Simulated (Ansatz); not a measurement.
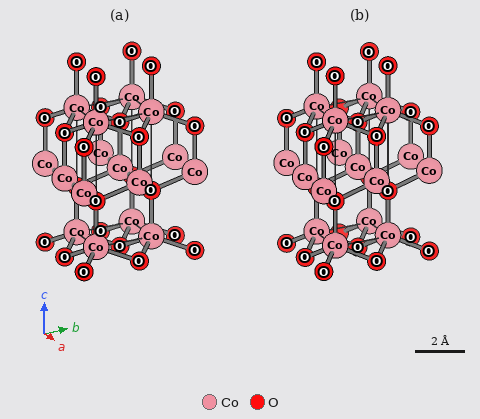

The structure of crystalline CoO (set up in P3m1) before (left) and after (right) a relaxation, at one scale.

A ball-and-stick model of the cell of the calculation, seen slightly off an axis.

Case: relaxed functional: PBEsol.

The calculation used Ansatz, DFT PBEsol, scalar-relativistic, plane waves, PAW. Settings: plane-wave cutoff 420 eV; k-point mesh 18 × 18 × 8; occupations gaussian; smearing width 0.1 eV; collinear spin; cell and atoms relaxed; force threshold 0.01 eV/Å; at most 60 steps.

Question: Summarise the run.

Answer: The run was cut off at its time limit before the program reported convergence, but its last step already meets the force threshold: the largest component is 0.001 eV/Å against 0.01 eV/Å. The pressure is within 0.01 GPa of its target. The largest moves relative to the cell, 0.032 Å, are those of Co and O atoms. By element the largest moves are Co 0.032 Å, O 0.032 Å. Cell: a = b 3.198 → 3.051 Å (−4.6 %), c 5.229 → 5.252 Å (+0.5 %). Volume −8.5 %. Among the contacts that change: Co–O 1.925 → 1.870 Å, Co–O 1.971 → 1.917 Å. Bond angles that change, for instance: Co–O–Co 108.5° → 105.5°, O–Co–O 108.4° → 105.5°, Co–O–Co 110.5° → 113.2°. The space group stays P6_3mc (No. 186). Over 7 accepted moves (8 points after the start) the energy falls by 0.142 eV per cell of the calculation. The largest force component goes from 0.11 to 0.001 eV/Å. The pressure goes from −9.78 to 0.00 GPa. The SCF was repeated once at an unchanged geometry on a basis and grid sized afresh for the cell, which shifted the energy by 10.2 meV per cell of the calculation at most. Cost: 15 min on 1 thread of Arm Neoverse V1, on a shared host, peak memory 0.81 GiB.
